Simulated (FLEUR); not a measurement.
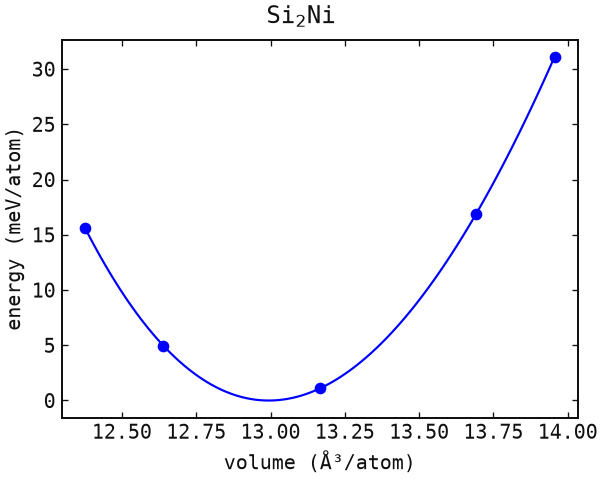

Plotted: energy against volume for Si₂Ni, space group Fm-3m (No. 225).

Structure:
```
Ni Si
1.0
     0.00000    2.70300    2.70300
     2.70300    0.00000    2.70300
     2.70300    2.70300    0.00000
Ni Si
1 2
Direct
  0.00000 0.00000 0.00000
  0.75000 0.75000 0.75000
  0.25000 0.25000 0.25000
```

Calculation (FLEUR MaX-R8.1 (later development tree)): all-electron LAPW DFT, collinear spins; energies at scaled volumes of the given cell, shape and fractions fixed, counted from the fit's minimum, third-order Birch-Murnaghan fit. Level: AM05, collinear spin.

k mesh 9×9×9; occupations Fermi–Dirac; smearing width 0.05 eV; potentials all electron; program settings basis FLAPW, kmax 5.27 1/bohr.

### Give the fitted equation-of-state parameters.

A third-order Birch–Murnaghan fit gives V0 = 12.99 Å³/atom, B0 = 157 GPa and B′ = 3.9.
